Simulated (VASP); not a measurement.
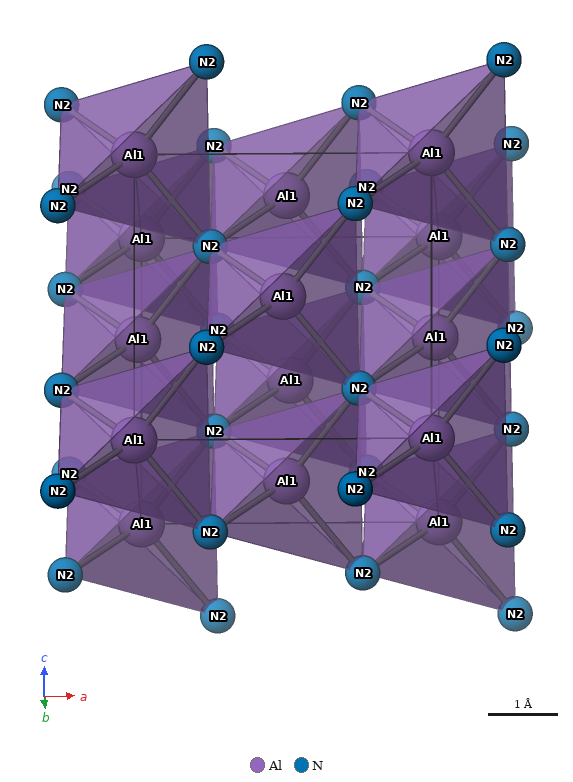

Figure 1. The structure (polyhedral view of the cell 4 times as large as that of the calculation, set on its symmetry axes, seen at an oblique angle; polyhedra are completed across the faces of the cell; atoms are numbered from 1 in the order of the input).

## What a change does: band-structure calculation on AlN

System: AlN (2 atoms in the cell).
Method of run A: DFT, PBE0, plane waves, PAW (VASP 6.6.1).

The structure was built on a prototype by a generator. The geometry comes from this level: r2SCAN. 

### INCAR, run A
```
AEXX = 0.250000
ENCUT = 520.000000
SIGMA = 0.010000
EDIFF = 1.00e-07
ALGO = Normal
GGA = PE
PREC = Accurate
PRECFOCK = Fast
IBRION = -1
ISIF = 2
ISMEAR = 0
ISTART = 1
NBANDS = 11
NELM = 120
NSW = 0
LASPH = .TRUE.
LCHARG = .FALSE.
LHFCALC = .TRUE.
LWAVE = .FALSE.
LREAL = .FALSE.
HFRCUT = -1
```

### KPOINTS, run A
```
KPOINTS created by Atomic Simulation Environment
0
Gamma
8 8 8
0 0 0
```

### KPOINTS_OPT, run A
```
special points
6
Reciprocal
0.0000000000 0.0000000000 0.0000000000 1
0.5000000000 0.0000000000 0.5000000000 1
0.5000000000 0.2500000000 0.7500000000 1
0.3750000000 0.3750000000 0.7500000000 1
0.5000000000 0.5000000000 0.5000000000 1
0.6250000000 0.2500000000 0.6250000000 1
```

### POSCAR, run A
```
Al N
 1.0000000000000000
    -0.0000000000000000    2.1848764129093445    2.1848764129093445
     2.1848764129093445    0.0000000000000000    2.1848764129093445
     2.1848764129093445    2.1848764129093445    0.0000000000000000
 Al  N
   1   1
Cartesian
  0.0000000000000000  0.0000000000000000  0.0000000000000000
  1.0924382064546723  1.0924382064546723  1.0924382064546723
```

Command:
```bash
mpirun -np 1 vasp_std
```

Hardware: 1 CPU thread, shared host.

### OSZICAR and lines of OUTCAR (run A)
```
N       E                     dE             d eps       ncg     rms          rms(c)
DAV:   1    -0.183089641040E+02   -0.18309E+02   -0.56315E-01   767   0.423E+00    0.891E+00
DAV:   2    -0.183135020006E+02   -0.45379E-02   -0.10568E-02   746   0.771E-01    0.603E+00
DAV:   3    -0.183129550299E+02    0.54697E-03   -0.31791E-04   755   0.126E-01    0.381E+00
DAV:   4    -0.183127346682E+02    0.22036E-03   -0.68971E-05   791   0.540E-02    0.226E+00
DAV:   5    -0.183126605880E+02    0.74080E-04   -0.19612E-05   901   0.319E-02    0.133E+00
DAV:   6    -0.183126353147E+02    0.25273E-04   -0.62112E-06   763   0.206E-02    0.774E-01
DAV:   7    -0.183126269478E+02    0.83668E-05   -0.22894E-06   815   0.125E-02    0.450E-01
DAV:   8    -0.183126242540E+02    0.26938E-05   -0.78366E-07   773   0.720E-03    0.262E-01
DAV:   9    -0.183126234356E+02    0.81839E-06   -0.29353E-07   701   0.429E-03    0.153E-01
DAV:  10    -0.183126232210E+02    0.21465E-06   -0.99803E-08   367   0.264E-03    0.900E-02
DAV:  11    -0.183126231885E+02    0.32436E-07   -0.48140E-08   390   0.188E-03
   1 F= -.18312623E+02 E0= -.18312623E+02  d E =-.282957-100
       N       E                     dE             ncg
DAV:   1     0.368917325756E+03   -0.15339E+04      132
DAV:   2     0.192419793484E+03   -0.17650E+03      153
DAV:   3     0.185560160555E+03   -0.68596E+01      165
DAV:   4     0.185477844728E+03   -0.82316E-01      162
DAV:   5     0.185476792855E+03   -0.10519E-02      165
DAV:   6     0.185476764020E+03   -0.28835E-04      178
DAV:   7     0.185476763432E+03   -0.58785E-06      162
DAV:   8     0.185476763414E+03   -0.17269E-07      146
[... from OUTCAR:]
   NELECT =       8.0000    total number of electrons
 E-fermi :   4.8005
  free  energy   TOTEN  =       -18.3126231885 eV
  energy  without entropy=      -18.3126231885  energy(sigma->0) =      -18.31262319
```

The input of run B differs as follows (lines with − go, lines with + come):
```diff
+HFSCREEN = 0.207900
-HFRCUT = -1
```

What does this change do to the results?

The total energies belong to different methods, so their difference says nothing on which is more stable or more accurate. The gap on the mesh goes from 5.28 to 4.55 eV. HFSCREEN sets the range of the screened exchange: 0.2 gives HSE06, and 0 the unscreened PBE0. The number of SCF iterations is the same.

### OSZICAR and lines of OUTCAR (run B)
```
N       E                     dE             d eps       ncg     rms          rms(c)
DAV:   1    -0.173942166602E+02   -0.17394E+02   -0.55969E-01   748   0.430E+00    0.881E+00
DAV:   2    -0.173970771624E+02   -0.28605E-02   -0.80071E-03   749   0.722E-01    0.569E+00
DAV:   3    -0.173964774313E+02    0.59973E-03   -0.18987E-04   766   0.107E-01    0.355E+00
DAV:   4    -0.173962570322E+02    0.22040E-03   -0.51370E-05   800   0.519E-02    0.209E+00
DAV:   5    -0.173961815972E+02    0.75435E-04   -0.19001E-05   930   0.320E-02    0.120E+00
DAV:   6    -0.173961556487E+02    0.25948E-04   -0.63829E-06   820   0.201E-02    0.695E-01
DAV:   7    -0.173961473891E+02    0.82596E-05   -0.22544E-06   890   0.120E-02    0.401E-01
DAV:   8    -0.173961448559E+02    0.25332E-05   -0.77230E-07   802   0.716E-03    0.232E-01
DAV:   9    -0.173961441901E+02    0.66575E-06   -0.25108E-07   707   0.407E-03    0.135E-01
DAV:  10    -0.173961439609E+02    0.22922E-06   -0.92703E-08   381   0.260E-03    0.791E-02
DAV:  11    -0.173961439059E+02    0.54980E-07   -0.61652E-08   505   0.197E-03
   1 F= -.17396144E+02 E0= -.17396144E+02  d E =-.187171-143
       N       E                     dE             ncg
DAV:   1     0.385812328794E+03   -0.15170E+04      132
DAV:   2     0.212064024251E+03   -0.17375E+03      153
DAV:   3     0.205008289091E+03   -0.70557E+01      162
DAV:   4     0.204925196167E+03   -0.83093E-01      162
DAV:   5     0.204924188415E+03   -0.10078E-02      165
DAV:   6     0.204924161691E+03   -0.26724E-04      178
DAV:   7     0.204924161160E+03   -0.53132E-06      162
DAV:   8     0.204924161145E+03   -0.15484E-07      146
[... from OUTCAR:]
   NELECT =       8.0000    total number of electrons
 E-fermi :   5.2134
  free  energy   TOTEN  =       -17.3961439059 eV
  energy  without entropy=      -17.3961439059  energy(sigma->0) =      -17.39614391
```

### The two runs side by side

| quantity | run A | run B |
| --- | --- | --- |
| outcome | converged | converged |
| free energy per atom (eV) | −9.1563 | −8.6981 |
| gap on the mesh (eV) | 5.28 | 4.55 |
| pressure (GPa) | −0.80 | −0.80 |
| largest force (eV/Å) | 0.000 | 0.000 |
| SCF iterations | 11 | 11 |
| irreducible k-points | 29 | 29 |
